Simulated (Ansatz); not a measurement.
A periodic structure is given below.

```xyz
12
Lattice="5.4040 0.0000 0.0000 0.0000 5.4040 0.0000 0.0000 0.0000 5.4040" Properties=species:S:1:pos:R:3 pbc="T T T"
O     4.0621    1.3295    1.4992
O     1.3601    4.0315    1.4992
O     1.3601    1.3295    4.2012
Pb    0.0000    0.0000    0.0000
O     1.3510    1.3510    1.3510
O     4.0621    4.0315    4.2012
Pb    2.7020    2.7020    0.0000
O     4.0530    4.0530    1.3510
Pb    2.7020    0.0000    2.7020
O     4.0530    1.3510    4.0530
Pb    0.0000    2.7020    2.7020
O     1.3510    4.0530    4.0530
```

Question: Characterise the structure given above.

Answer: The material is PbO$_{2}$. Its symmetry is the lowest possible, P1. It is a distorted form of a face-centred cubic structure, space group Fm-3m (No. 225) within 0.45 Å: fluorite (CaF₂ type). Counting shared atoms by their share gives 4 Pb, 8 O, or 12 atoms. The polyhedra are PbO8 cubes; they share edges. Each O atom is coordinated by four Pb in a distorted tetrahedral arrangement at 2.25 to 2.45 Å. Each Pb has eight O in a distorted cubic arrangement at 2.25 to 2.45 Å. The bonds build a three-dimensional framework.

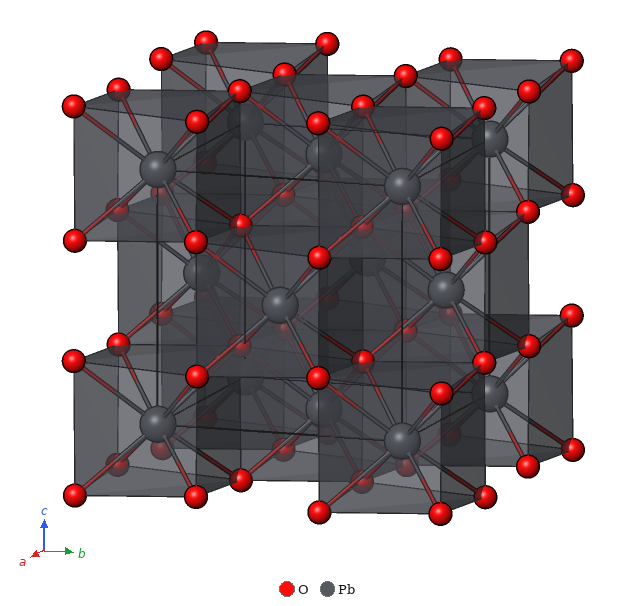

Crystal structure, polyhedral style, seen slightly off an axis. One drawn cell (a repeat of the simulation cell) is outlined, and atoms on its boundary appear in each equivalent place. Some neighbours outside the box are added.

The structure comes from a structure listed in the Materials Project. The cell was then strained or its atoms displaced on purpose. It went into a calculation with Ansatz.

At this level of theory the cell isn't at rest (stretched, at -5 GPa and forces up to 0.9 eV/Å), so its distances can differ from those at equilibrium, the more so the softer the solid.
